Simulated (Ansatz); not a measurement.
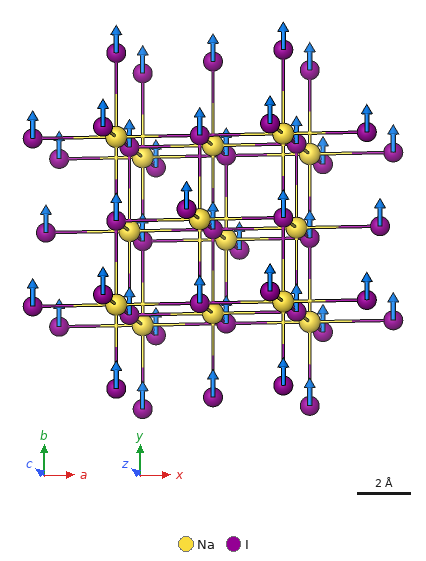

Energy scan for solid NaI (Fm-3m), in which the whole I sublattice is shifted rigidly, along Cartesian [0 1 0], all else fixed. The picture shows the reference cell. The blue arrows give the direction of positive displacement. A ball-and-stick model of the conventional cell (4 times the calculation's cell), seen along the c axis, with a slight tilt. Lengths and directions refer to the drawn axes.

Method: Ansatz 0.2.0, DFT r2SCAN, scalar-relativistic, plane waves, PAW. Settings: plane-wave cutoff 500 eV; k-point mesh 6 × 6 × 6; occupations gaussian; smearing width 0.05 eV; no spin polarisation. Energies (free energies at the smearing named) are counted from the cell as listed in its source, which wasn't relaxed.

```
CELL_PARAMETERS angstrom
0.00000 3.23640 3.23640
3.23640 0.00000 3.23640
3.23640 3.23640 0.00000
ATOMIC_POSITIONS crystal
Na 0.00000 0.00000 0.00000
I 0.50000 0.50000 0.50000
```

What energies does the calculation give (the displacement: −0.5000, −0.3750, −0.2500, −0.1250, 0.0000, 0.0625, 0.1250, 0.1875, 0.2500, 0.3125, 0.3750, 0.4375, 0.5000 Å)?

| displacement (Å) | E − E(ref) (meV/cell) |
| --- | --- |
| −0.5000 | 176.3 |
| −0.3750 | 84.0 |
| −0.2500 | 32.8 |
| −0.1250 | 7.5 |
| 0.0000 | 0.0 |
| 0.0625 | 1.8 |
| 0.1250 | 7.5 |
| 0.1875 | 17.6 |
| 0.2500 | 32.8 |
| 0.3125 | 54.4 |
| 0.3750 | 84.0 |
| 0.4375 | 123.8 |
| 0.5000 | 176.3 |

Points that are alike by symmetry were computed once.

Of the computed points the lowest is at the displacement 0.00 Å, 0.0 meV/cell. The end points stand at 176.3 meV/cell (−0.50 Å) and 176.3 meV/cell (0.50 Å). The curvature at zero is about 0.96 eV/Å² per cell. The well is symmetric. At the highest point the shortest interatomic distance is 2.74 Å, against 3.24 Å in the reference. The distortion takes the space group from Fm-3m to I4mm.
